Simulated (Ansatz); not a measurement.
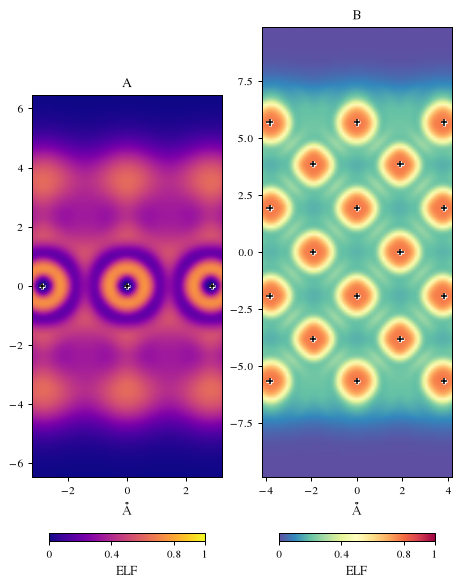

The ELF of 2 systems, each on a plane through atoms (crosses mark nuclei in the plane).

Computed with DFT PBE, scalar-relativistic, plane waves, PAW (Ansatz).

System 1: Ta (slab), the (100) plane of the calculation cell, a cut from vacuum to vacuum. Computed without spin polarisation.

```
Ta
1.0
     2.87416    0.00000    0.00000
    -0.95805    2.70978    0.00000
     0.00000    0.00000   19.69348
Ta
3
Direct
  0.50000 0.50000 0.38476
  0.00000 0.00000 0.50000
  0.50000 0.50000 0.61524
```

System 2: Rh (slab), the (11̄0) plane of the calculation cell, a cut from vacuum to vacuum. Computed without spin polarisation.

```cif
data_structure
_symmetry_space_group_name_H-M 'P 1'
_symmetry_Int_Tables_number 1
_cell_length_a 2.7082
_cell_length_b 2.7082
_cell_length_c 26.4899
_cell_angle_alpha 90.000
_cell_angle_beta 90.000
_cell_angle_gamma 90.000
_cell_volume 194.29
loop_
_atom_site_label
_atom_site_type_symbol
_atom_site_fract_x
_atom_site_fract_y
_atom_site_fract_z
_atom_site_occupancy
Rh1 Rh 0.50000 0.50000 0.28566 1
Rh2 Rh 0.00000 0.00000 0.35501 1
Rh3 Rh 0.50000 0.50000 0.42732 1
Rh4 Rh 0.00000 0.00000 0.50000 1
Rh5 Rh 0.50000 0.50000 0.57268 1
Rh6 Rh 0.00000 0.00000 0.64499 1
Rh7 Rh 0.50000 0.50000 0.71434 1
```

Which map belongs to which system?

Answer. Panel A is system 1, Ta: the plane holds Ta. Ta–Ta (2.87 Å): the ELF is about 0.30 at the midpoint; no localised pair shows between them. Panel B is system 2, Rh: the plane holds Rh. Rh–Rh (2.65 Å): the ELF is about 0.30 at the midpoint (no localised pair shows between them).
